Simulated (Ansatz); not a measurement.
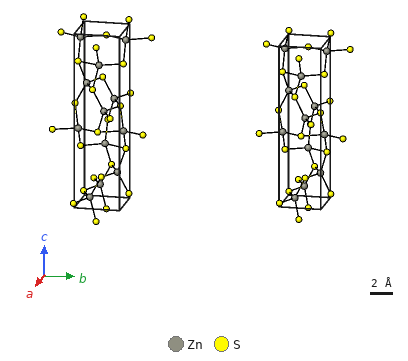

Two geometries of a crystal of ZnS (a generated structure, set up in P4_12_12) (coarse preliminary run), drawn at one scale. One is the start of a relaxation, the other its converged end. Style: ball-and-stick. Shown: the cell of the calculation, from a free direction.

The calculation used Ansatz 0.2.0, DFT PBE, scalar-relativistic, plane waves, PAW. Set-up: plane-wave cutoff 420 eV; k-point mesh 4 × 4 × 1; occupations gaussian; smearing width 0.1 eV; no spin polarisation; cell and atoms relaxed; force threshold 0.04 eV/Å; at most 70 steps.

Q: Which one is relaxed?

A: The left one is the relaxed one. The energy falls by 6.069 eV per cell of the calculation in 5 accepted moves (6 points after the start). Largest force component: 2.7 eV/Å at the start, 0.005 eV/Å at the end. Pressure: 28.98 GPa at the start and 0.11 GPa at the end. At 1 point the geometry stayed and the basis and grid were re-selected for the new cell (energy shift of 51.1 meV per cell of the calculation at most each time). The largest moves relative to the cell, 0.18 Å, are those of Zn atoms. By element the largest moves are Zn 0.18 Å, S 0.13 Å. Cell: a = b 4.034 → 4.358 Å (+8.0 %), c 15.749 → 17.017 Å (+8.1 %). Volume +26.1 %. Among the contacts that change: S–S 2.901 → 3.334 Å, S–Zn 2.067 → 2.376 Å, S–Zn 2.270 → 2.490 Å, S–Zn 2.252 → 2.371 Å. Bond angles that change, for instance: S–Zn–S 137.1° → 132.6°, Zn–S–Zn 83.8° → 80.2°, Zn–S–Zn 109.1° → 111.8°. The space group stays P4_12_12 (No. 92).
